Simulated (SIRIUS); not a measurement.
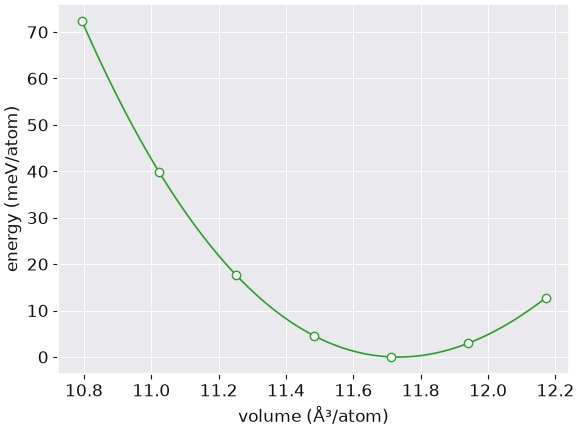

The figure shows the energy against volume for HfN, space group Fm-3m (No. 225).

Structure:
```
Hf N
1.0
     0.00000    2.25600    2.25600
     2.25600    0.00000    2.25600
     2.25600    2.25600    0.00000
Hf N
1 1
Cartesian
  0.0000 0.0000 0.0000
  2.2560 2.2560 2.2560
```

Method: plane-wave DFT, no spin polarisation; energies at scaled volumes of the given cell, shape and fractions fixed, counted from the fit's minimum, third-order Birch-Murnaghan fit (SIRIUS 7.12.0). Level: PW91.

| setting | value |
| --- | --- |
| k mesh | 7×7×7 |
| occupations | Fermi–Dirac |
| smearing width | 0.05 eV |
| potentials | dojo sr pbe 0.4.1 standard |
| wave cutoff | 1152 eV |
| density cutoff | 4606 eV |

From this curve and the settings, what does the calculation give for the pressure at the same points?

The pressure falls from 26.60 GPa at volume 10.79 Å³/atom to −9.03 GPa at 12.17 Å³/atom, and changes sign near 11.73 Å³/atom.

| volume (Å³/atom) | pressure (GPa) |
| --- | --- |
| 10.79 | 26.60 |
| 11.02 | 19.01 |
| 11.25 | 12.17 |
| 11.48 | 6.01 |
| 11.71 | 0.47 |
| 11.94 | −4.53 |
| 12.17 | −9.03 |
